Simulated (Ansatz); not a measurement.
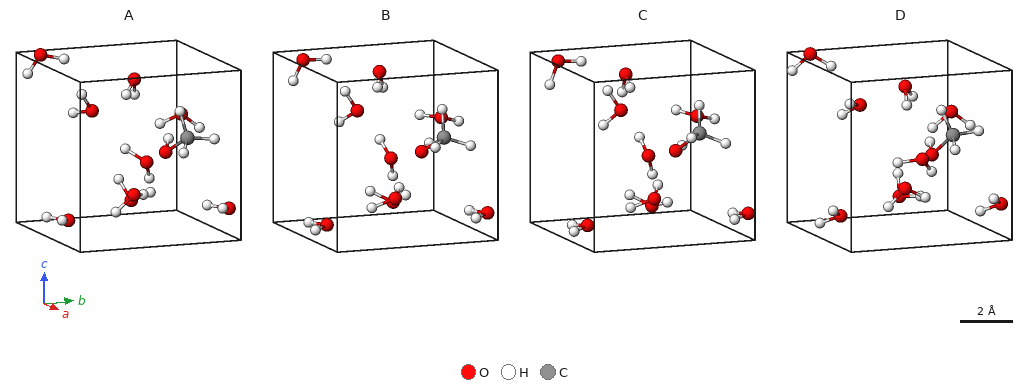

4 geometries from one relaxation of an amorphous cell of composition H$_{20}$CO$_{9}$, in shuffled order. The picture is a ball-and-stick view of the cell of the calculation, seen from a free direction.

The cell holds 8 H2O + 1 CH3OH. The run prepares the start of a later molecular dynamics calculation, from a guessed geometry.

Computed with DFT PBE-D3(BJ), scalar-relativistic, plane waves, PAW (Ansatz 0.2.0). Set-up: plane-wave cutoff 420 eV; k-point mesh 1 × 1 × 1; occupations fermi dirac; smearing width 0.02 eV; no spin polarisation; atoms relaxed in a fixed cell; force threshold 0.3 eV/Å; at most 15 steps.

**Order the frames from highest to lowest energy.**

D, A, B, C. They are steps 0, 4, 8, 12, at +199 meV per atom, +67.1 meV per atom, +10.6 meV per atom relative to the last. The atom that moves furthest is an H atom (1.49 Å roughly along [−1 −1 0]). Largest moves by element: H 1.49 Å, O 1.32 Å, C 0.19 Å. The cell stays as it was. Some distances before and after: H–O 0.969 → 1.011 Å, H–O 0.969 → 0.987 Å, C–H 1.090 → 1.099 Å, C–O 1.423 → 1.428 Å. Bond angles that change, for instance: H–O–H 104.0° → 109.5°, H–O–H 104.0° → 108.4°, H–O–H 104.0° → 107.3°. The energy falls by 199 meV per atom in 12 geometry steps. The largest force component goes from 2.9 to 0.21 eV/Å. Cost: 24 s on 1 thread of AMD EPYC 7B13 (Zen 3), on a shared host, peak memory 0.45 GiB.

Limits of the set-up: the periodic images lie only 6.7 Å apart, so the values are limited by the cell's size.
